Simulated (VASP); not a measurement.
## Run report: Si, geometry relaxation (part 2 of 2)

Continued. System: Si (Fd-3m, 2 atoms in the cell). Method: Kohn-Sham DFT of a periodic cell, LDA, VASP PAW LDA potentials, recommended, no spin polarisation (VASP 6.6.1); cutoff 350 eV, 6×6×6 k-mesh, Gaussian smearing of 0.02 eV. The structure derives from an entry of the Crystallography Open Database.

Geometry of the input (Å; fractional positions):
```
0.0000  2.7136  2.7136
2.7136  0.0000  2.7136
2.7136  2.7136  0.0000
Si 0.7500  0.7500  0.7500
Si 0.5000  0.5000  0.5000
```

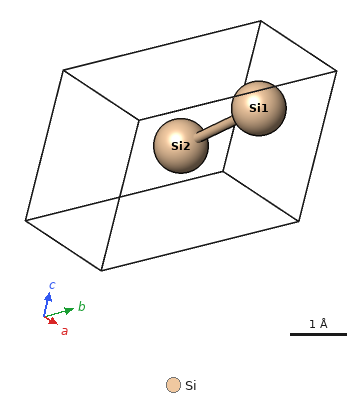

Figure 1. The geometry at step 1 of the log (ball-and-stick view of the cell of the calculation, seen slightly off an axis; atoms are numbered from 1 in the order of the input).

Parts of OUTCAR, continued
```
   k-points           NKPTS =     16   k-points in BZ     NKDIM =     16   number of bands    NBANDS=      8
   number of dos      NEDOS =    301   number of ions     NIONS =      2
   total plane-waves  NPLWV =  13824
   dimension x,y,z NGX =    24 NGY =   24 NGZ =   24
   dimension x,y,z NGXF=    48 NGYF=   48 NGZF=   48
   ions per type =               2
   NGX,Y,Z   is equivalent  to a cutoff of  10.40, 10.40, 10.40 a.u.
   NGXF,Y,Z  is equivalent  to a cutoff of  20.79, 20.79, 20.79 a.u.
 SYSTEM =  Si
   PREC   = accura    normal or accurate (medium, high low for compatibility)
   ISTART =      0    job   : 0-new  1-cont  2-samecut
   ICHARG =      2    charge: 1-file 2-atom 10-const
   ISPIN  =      1    spin polarized calculation?
   LNONCOLLINEAR =      F non collinear calculations
   LSORBIT =      F    spin-orbit coupling
   LASPH  =      T    aspherical Exc in radial PAW
   ENCUT  =  350.0 eV  25.72 Ry    5.07 a.u.   5.85  5.85  5.85*2*pi/ulx,y,z
   NELM   =    100;   NELMIN=  2; NELMDL= -5     # of ELM steps
   EDIFF  = 0.1E-06   stopping-criterion for ELM
   LREAL  =      F    real-space projection
   EDIFFG = -.2E-02   stopping-criterion for IOM
   NSW    =     80    number of steps for IOM
   IBRION =      2    ionic relax: 0-MD 1-quasi-New 2-CG
   NFREE  =      1    steps in history (QN), initial steepest desc. (CG)
   ISIF   =      3    stress and relaxation
   ISYM   =      2    0-nonsym 1-usesym 2-fastsym
   POTIM  = 0.5000    time-step for ionic-motion
   TEBEG  =    0.0;   TEEND  =   0.0 temperature during run
   PSTRESS=    0.0 pullay stress
   NELECT =       8.0000    total number of electrons
   NUPDOWN=      -1.0000    fix difference up-down
   EMIN   =  10.00;   EMAX   =-10.00  energy-range for DOS
   EFERMI =   0.00;   METHOD = LEGACY
   ISMEAR =     0;   SIGMA  =   0.02  broadening in eV -4-tet -1-fermi 0-gaus
   EFERMI_NEDOS =   21; number of points for ismear=-14 and -15
   IALGO  =     38    algorithm
   IMIX   =      4    mixing-type and parameters
     AMIX     =   0.40;   BMIX     =  1.00
     AMIX_MAG =   1.60;   BMIX_MAG =  1.00
  volume/ion in A,a.u.               =      19.98       134.84
  Fermi-wavevector in a.u.,A,eV,Ry     =   0.957684  1.809760 12.478691  0.917158
  Thomas-Fermi vector in A             =   2.086724
   LORBIT       =      0    0 simple, 1 ext, 2 COOP (PROOUT), +10 PAW based schemes
   GGA     = CA    functional components
   LHFCALC =     F    Hartree Fock is set to
   AEXX    =    0.0000 exact exchange contribution
   IVDW    =     0    specifies the selected vdW correction
   LEPSILON=     F    determine dielectric tensor
   LRPA    =     F    only Hartree local field effects (RPA)
 conjugate gradient relaxation of ions
 non-spin polarized calculation
 Gauss-broadening in eV      SIGMA  =   0.02
  energy-cutoff  :      350.00
  volume of cell :       39.96
 maximum number of plane-waves:       609
   NGX = 11   NGY = 11   NGZ = 11

--------------------------------------- Ionic step        1  -------------------------------------------

 number of electron       7.9999998 magnetization

 Free energy of the ion-electron system (eV)
  ---------------------------------------------------
  ext. energy  EPLUGINS =         0.00000000
  ---------------------------------------------------
  free energy    TOTEN  =       -11.88953665 eV

  energy without entropy =      -11.88953665  energy(sigma->0) =      -11.88953665

------------------------ aborting loop because EDIFF is reached ----------------------------------------

  FORCE on cell =-STRESS in cart. coord.  units (eV):
  Direction    XX          YY          ZZ          XY          YZ          ZX
  --------------------------------------------------------------------------------------
  -------------------------------------------------------------------------------------
  Total       -0.3093032     -0.3093032     -0.3093032     -0.0000000      0.0000000     -0.0000000
  in kB      -12.4007145    -12.4007145    -12.4007145     -0.0000000      0.0000000     -0.0000000
  external PRESSURE =     -12.4007145 kB  Pullay stress =       0.0000000 kB

 VOLUME and BASIS-vectors are now :
 -----------------------------------------------------------------------------
  energy-cutoff  :      350.00
  volume of cell :       39.96
      direct lattice vectors                 reciprocal lattice vectors
     0.000000000  2.713560000  2.713560000    -0.184259792  0.184259792  0.184259792
     2.713560000  0.000000000  2.713560000     0.184259792 -0.184259792  0.184259792
     2.713560000  2.713560000  0.000000000     0.184259792  0.184259792 -0.184259792

 POSITION                                       TOTAL-FORCE (eV/Angst)
 -----------------------------------------------------------------------------------
      4.07034      4.07034      4.07034         0.000000      0.000000     -0.000000
      2.71356      2.71356      2.71356        -0.000000     -0.000000      0.000000
 -----------------------------------------------------------------------------------
    total drift:                                0.000000      0.000000      0.000000

  FREE ENERGIE OF THE ION-ELECTRON SYSTEM (eV)
  ---------------------------------------------------
  free  energy   TOTEN  =       -11.8895366457 eV

  energy  without entropy=      -11.8895366457  energy(sigma->0) =      -11.88953665

--------------------------------------- Ionic step        2  -------------------------------------------

 number of electron       7.9999998 magnetization

------------------------ aborting loop because EDIFF is reached ----------------------------------------

  FORCE on cell =-STRESS in cart. coord.  units (eV):
  Direction    XX          YY          ZZ          XY          YZ          ZX
  --------------------------------------------------------------------------------------
  -------------------------------------------------------------------------------------
  Total        0.2270492      0.2270492      0.2270492      0.0000000      0.0000000      0.0000000
  in kB        9.3097764      9.3097764      9.3097764      0.0000000      0.0000000      0.0000000
  external PRESSURE =       9.3097764 kB  Pullay stress =       0.0000000 kB

 VOLUME and BASIS-vectors are now :
 -----------------------------------------------------------------------------
  energy-cutoff  :      350.00
  volume of cell :       39.07
      direct lattice vectors                 reciprocal lattice vectors
     0.000000000  2.693314662  2.693314662    -0.185644851  0.185644851  0.185644851
     2.693314662  0.000000000  2.693314662     0.185644851 -0.185644851  0.185644851
     2.693314662  2.693314662 -0.000000000     0.185644851  0.185644851 -0.185644851

 POSITION                                       TOTAL-FORCE (eV/Angst)
 -----------------------------------------------------------------------------------
      4.03997      4.03997      4.03997        -0.000000     -0.000000     -0.000000
      2.69331      2.69331      2.69331         0.000000      0.000000      0.000000
 -----------------------------------------------------------------------------------
    total drift:                                0.000000      0.000000      0.000000

  FREE ENERGIE OF THE ION-ELECTRON SYSTEM (eV)
  ---------------------------------------------------
  free  energy   TOTEN  =       -11.8905118018 eV

  energy  without entropy=      -11.8905118018  energy(sigma->0) =      -11.89051180

--------------------------------------- Ionic step        3  -------------------------------------------

 number of electron       7.9999998 magnetization

 Free energy of the ion-electron system (eV)
  ---------------------------------------------------
  ext. energy  EPLUGINS =         0.00000000
  ---------------------------------------------------
  free energy    TOTEN  =       -11.89157287 eV

  energy without entropy =      -11.89157287  energy(sigma->0) =      -11.89157287

 E-fermi :   6.0328     XC(G=0):  -9.6596     alpha+bet :-12.2713

 val. band max:        5.9342138486   @ k =   0.0000   0.0000   0.0000
 cond. band min:       6.5049105214   @ k =   0.5000   0.5000   0.0000
 fundamental gap:      0.5706966728
 Fermi energy:         6.0327549012

 k-point     1 :       0.0000    0.0000    0.0000
  band No.  band energies     occupation
      1      -6.1298      2.00000
      2       5.9342      2.00000
      3       5.9342      2.00000
      4       5.9342      2.00000
      5       8.4608      0.00000
      6       8.4608      0.00000
      7       8.4608      0.00000
      8       9.3152      0.00000

 k-point     2 :       0.1667    0.0000    0.0000
  band No.  band energies     occupation
      1      -5.7636      2.00000
      2       3.5252      2.00000
      3       5.4764      2.00000
      4       5.4764      2.00000
      5       8.2422      0.00000
      6       9.1167      0.00000
      7       9.1167      0.00000
      8      11.3825      0.00000

 k-point     3 :       0.3333    0.0000    0.0000
  band No.  band energies     occupation
      1      -4.7317      2.00000
      2       0.5362      2.00000
      3       4.9228      2.00000
      4       4.9228      2.00000
      5       7.6424      0.00000
      6       9.3957      0.00000
      7       9.3957      0.00000
      8      13.6642      0.00000

 k-point     4 :       0.5000    0.0000    0.0000
  band No.  band energies     occupation
      1      -3.7519      2.00000
      2      -1.1309      2.00000
      3       4.7246      2.00000
      4       4.7246      2.00000
      5       7.4154      0.00000
      6       9.2167      0.00000
      7       9.2167      0.00000
      8      13.4641      0.00000

 k-point     5 :       0.1667    0.1667    0.0000
  band No.  band energies     occupation
      1      -5.6392      2.00000
      2       3.8950      2.00000
      3       4.7175      2.00000
      4       4.7175      2.00000
      5       7.5567      0.00000
      6      10.1869      0.00000
      7      10.2660      0.00000
      8      10.2660      0.00000

 [... the levels of 10 k-points are left out ...]

 k-point    16 :      -0.3333    0.5000    0.1667
  band No.  band energies     occupation
      1      -1.8026      2.00000
      2      -1.8026      2.00000
      3       2.2037      2.00000
      4       2.2037      2.00000
      5       8.5916      0.00000
      6       8.5916      0.00000
      7      12.6681      0.00000
      8      12.6681      0.00000

------------------------ aborting loop because EDIFF is reached ----------------------------------------

  FORCE on cell =-STRESS in cart. coord.  units (eV):
  Direction    XX          YY          ZZ          XY          YZ          ZX
  --------------------------------------------------------------------------------------
  -------------------------------------------------------------------------------------
  Total       -0.0001572     -0.0001572     -0.0001572      0.0000000      0.0000000     -0.0000000
  in kB       -0.0063847     -0.0063847     -0.0063847      0.0000000      0.0000000     -0.0000000
  external PRESSURE =      -0.0063847 kB  Pullay stress =       0.0000000 kB

 VOLUME and BASIS-vectors are now :
 -----------------------------------------------------------------------------
  energy-cutoff  :      350.00
  volume of cell :       39.44
      direct lattice vectors                 reciprocal lattice vectors
     0.000000000  2.701750569  2.701750569    -0.185065197  0.185065197  0.185065197
     2.701750569  0.000000000  2.701750569     0.185065197 -0.185065197  0.185065197
     2.701750569  2.701750569 -0.000000000     0.185065197  0.185065197 -0.185065197

 POSITION                                       TOTAL-FORCE (eV/Angst)
 -----------------------------------------------------------------------------------
      4.05263      4.05263      4.05263         0.000000      0.000000      0.000000
      2.70175      2.70175      2.70175        -0.000000     -0.000000     -0.000000
 -----------------------------------------------------------------------------------
    total drift:                                0.000000      0.000000      0.000000

  FREE ENERGIE OF THE ION-ELECTRON SYSTEM (eV)
  ---------------------------------------------------
  free  energy   TOTEN  =       -11.8915728750 eV

  energy  without entropy=      -11.8915728750  energy(sigma->0) =      -11.89157287

 reached required accuracy - stopping structural energy minimisation
```

CONTCAR
```
Si
   1.00000000000000
     0.0000000000000000    2.7017505686767258    2.7017505686767258
     2.7017505686767258    0.0000000000000000    2.7017505686767258
     2.7017505686767258    2.7017505686767258   -0.0000000000000000
  Si
     2
Direct
     0.7500000000000000    0.7500000000000000    0.7500000000000000
     0.5000000000000000    0.5000000000000000    0.5000000000000000

  0.00000000E+00  0.00000000E+00  0.00000000E+00
  0.00000000E+00  0.00000000E+00  0.00000000E+00
```

Trajectory as extended XYZ (Å, eV, eV/Å), 3 frames, from step=0 to step=2
```
2
Lattice="0.0000 2.7136 2.7136 2.7136 0.0000 2.7136 2.7136 2.7136 0.0000" Properties=species:S:1:pos:R:3:forces:R:3 step=0 energy=-11.88954
Si    4.0703    4.0703    4.0703    0.0000   0.0000   0.0000
Si    2.7136    2.7136    2.7136    0.0000   0.0000   0.0000
2
Lattice="0.0000 2.6933 2.6933 2.6933 0.0000 2.6933 2.6933 2.6933 -0.0000" Properties=species:S:1:pos:R:3:forces:R:3 step=1 energy=-11.89051
Si    4.0400    4.0400    4.0400    0.0000   0.0000   0.0000
Si    2.6933    2.6933    2.6933    0.0000   0.0000   0.0000
2
Lattice="0.0000 2.7018 2.7018 2.7018 0.0000 2.7018 2.7018 2.7018 -0.0000" Properties=species:S:1:pos:R:3:forces:R:3 step=2 energy=-11.89157
Si    4.0526    4.0526    4.0526    0.0000   0.0000   0.0000
Si    2.7018    2.7018    2.7018    0.0000   0.0000   0.0000
```
